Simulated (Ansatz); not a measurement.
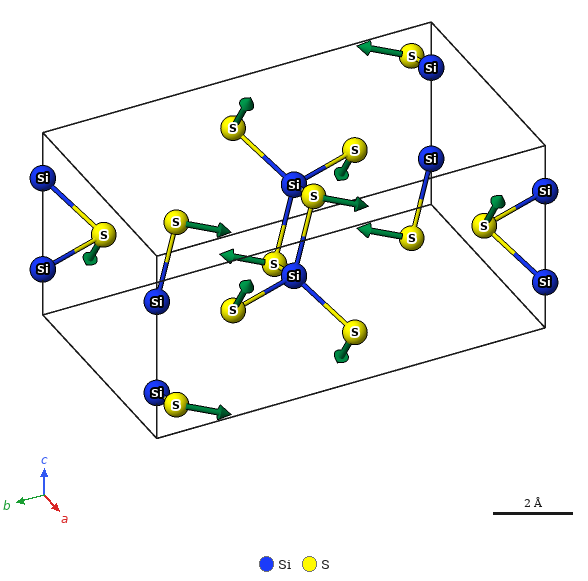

One vibrational mode of solid SiS2 at the zone centre. The green arrows are the displacements of the atoms (eigenvector over the root of the mass), of arbitrary overall length and sign. The picture is a ball-and-stick view of the conventional cell (2 times the calculation's cell), seen from a free direction. Lengths and directions refer to the drawn axes.

Method: Ansatz, DFT PBE, scalar-relativistic, plane waves, PAW.

Input
```yaml
crystal:
  lattice:
    - [-3.1859675754, 5.565523859, 2.7961394626]
    - [3.1859675754, -5.565523859, 2.7961394626]
    - [3.1859675754, 5.565523859, -2.7961394626]
  atoms:
    - { symbol: Si, position: [0.75, 0.75, 0.0] }
    - { symbol: Si, position: [0.25, 0.25, 0.0] }
    - { symbol: S, position: [0.8964248269, 0.818671165, 0.7150959919] }
    - { symbol: S, position: [0.1035751731, 0.181328835, 0.2849040081] }
    - { symbol: S, position: [0.3964248269, 0.681328835, 0.077753662] }
    - { symbol: S, position: [0.6035751731, 0.318671165, 0.922246338] }
basis:
  ecutwfc: 420
kpoints:
  mp_grid: { grid: [6, 6, 6] }
hamiltonian:
  xc: pbe
scf:
  occupations: { method: fixed }
output:
  eigenvalues: true
phonons:
  method: dfpt
  dielectric: true
  rigid_motions: translations
  eigenvectors: true
  qmesh: [2, 2, 2]
  temperatures: { t_max: 1000, t_step: 100 }
  qpath:
    path:
      - [[0.0, 0.0, 0.0], [0.5, -0.5, 0.5], [0.3319239, -0.3319239, 0.6680761]]
      - [[-0.3319239, 0.3319239, 0.3319239], [0.0, 0.0, 0.0], [0.31310236, 0.31310236, -0.31310236]]
      - [[0.68689764, -0.31310236, 0.31310236], [0.5, -0.5, 0.5]]
      - [[0.0, 0.0, 0.0], [0.0, 0.5, 0.0], [0.25, 0.25, 0.25], [0.5, 0.0, 0.0], [0.0, 0.0, 0.0], [0.0, 0.0, 0.5], [0.25, 0.25, 0.25]]
    npoints: 8
```

Run as
```bash
ansatz run input.yaml --threads 1 --pin off --max-ram 2560MiB --backend cpu --events-out ev --progress --plain --runs-dir out
```

Frequencies are those without the non-analytic (LO–TO) term.

What mode is this, and where does it lie in the spectrum?

Answer. This is the B₁g mode at 2.8 meV, the lowest optical level, Raman-active by symmetry. The Si atoms hardly move; atoms of one kind move against one another, with no net shift of their sublattice; the S–Si bond lengths don't change to first order, so for these it is a bending, tilting or sliding motion.
